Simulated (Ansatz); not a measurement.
BAs (space group F-43m, No. 216): the input geometry of an electronic-structure calculation (not necessarily at equilibrium); the starting structure was generated, so it need not be a known form of this composition.

Space group F-43m (No. 216). a = 4.784 Å, b = 4.784 Å, c = 4.784 Å, α = 90.00°, β = 90.00°, γ = 90.00°
```csv
atom,site,symmetry,x,y,z
B,4a,-43m,0.0000,0.0000,0.0000
As,4d,-43m,0.2500,0.2500,0.7500
```

Describe the stacking along [111], with columns A (0, 0), B (1/3, 2/3), C (2/3, 1/3) of the hexagonal mesh spanned by (a − b)/2 and (b − c)/2.

B(A) – As(B) – B(B) – As(C) – B(C) – As(A) (six layers in 8.29 Å).

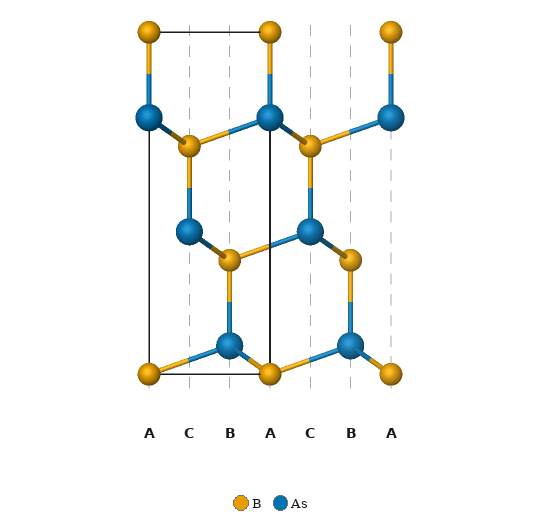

Projection along an edge of the hexagonal mesh, stacking direction [111] upwards. The dashed lines mark the three columns A (0, 0), B (1/3, 2/3) and C (2/3, 1/3). The box is the hexagonal cell of the face-centred cubic lattice. The sequence starts with the first layer at or above the cell's origin.
